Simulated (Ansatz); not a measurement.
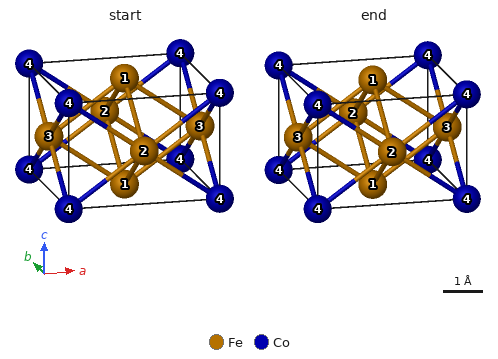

The structure of solid Fe3Co (set up in P4/mmm) before (left) and after (right) a relaxation, at one scale.

The picture is a ball-and-stick view of the cell of the calculation, seen slightly off an axis.

Case: ferromagnetic.

These are results of Ansatz, DFT PBEsol, scalar-relativistic, plane waves, PAW, not measurements. Settings: plane-wave cutoff 420 eV; k-point mesh 10 × 10 × 14; occupations gaussian; smearing width 0.1 eV; collinear spin; cell and atoms relaxed; force threshold 0.01 eV/Å; at most 60 steps.

Summarise the run.

No atom moves by more than 0.005 Å relative to the cell. The drawn cell changes as follows: a = b 4.024 → 3.969 Å (−1.4 %), c 2.828 → 2.790 Å (−1.3 %); the volume changes by −4.0 %. Among the contacts that change: Fe2–Co4 2.459 → 2.426 Å, Fe1–Fe2 2.459 → 2.426 Å. The space group stays P4/mmm (No. 123). After 3 accepted moves (4 points after the start) the energy has fallen by 11.7 meV per atom. All forces vanish by symmetry, so only the cell relaxes. Pressure: −7.83 GPa at the start and −0.04 GPa at the end. At 1 point the geometry stayed and the basis and grid were re-selected for the new cell (energy shift of 0.3 meV per atom at most each time). The run took 90 s on 1 thread of AMD EPYC 9R45 96-Core Processor (Zen 5), on a shared host, peak memory 0.82 GiB.
